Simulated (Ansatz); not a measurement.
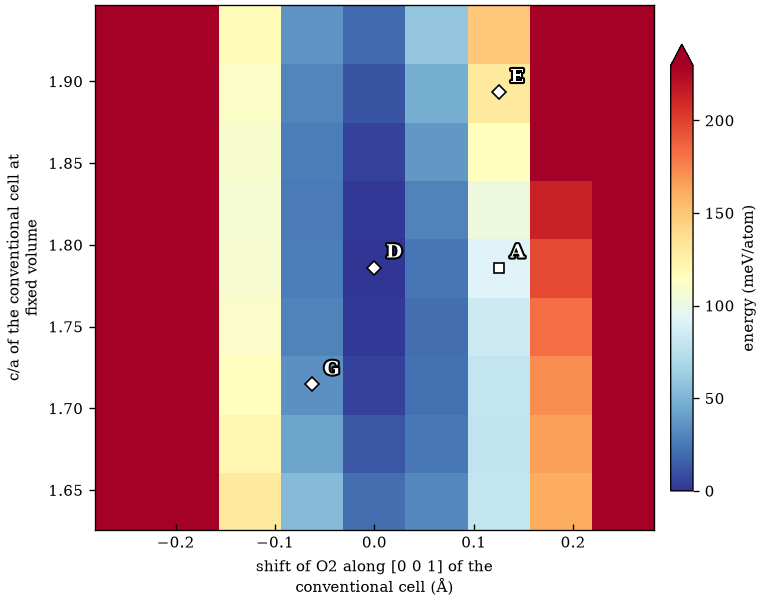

NiO2 (P-3m1, No. 164; 3 atoms in the cell). 
- The energy is mapped over a free internal coordinate and the cell.
- Coordinates scanned: (1) shift of O2 along [0 0 1] of the conventional cell, Cartesian (0 0 1), its symmetry partners moved as symmetry demands (measured in the relaxed cell); (2) c/a of the conventional cell at fixed volume.
- Nothing is relaxed (all other coordinates fixed).
- The scan uses a 9 × 9 grid.
- Points are written as (first, second).
- Energies: meV/atom, counted from the lowest grid point.
- These are results of DFT PBEsol, scalar-relativistic, plane waves, PAW in Ansatz, not measurements. Settings: cutoff 520 eV, k-mesh 12×12×6 in the order of the run's cell vectors, gaussian smearing 0.05 eV, no spin polarisation.

Drawn: one coloured cell a grid point, one colour for all values above the top of the scale, lettered points.

What kind of point is each of A, D, E, G: minimum, saddle, maximum or slope?

A: on a slope; D: minimum; E: on a slope; G: on a slope. (In these two coordinates alone; a stationary point may lie a little off the grid point.)

Rank the lettered points by energy, lowest first.

D (0 meV/atom), G (35 meV/atom), A (92 meV/atom), E (131 meV/atom).
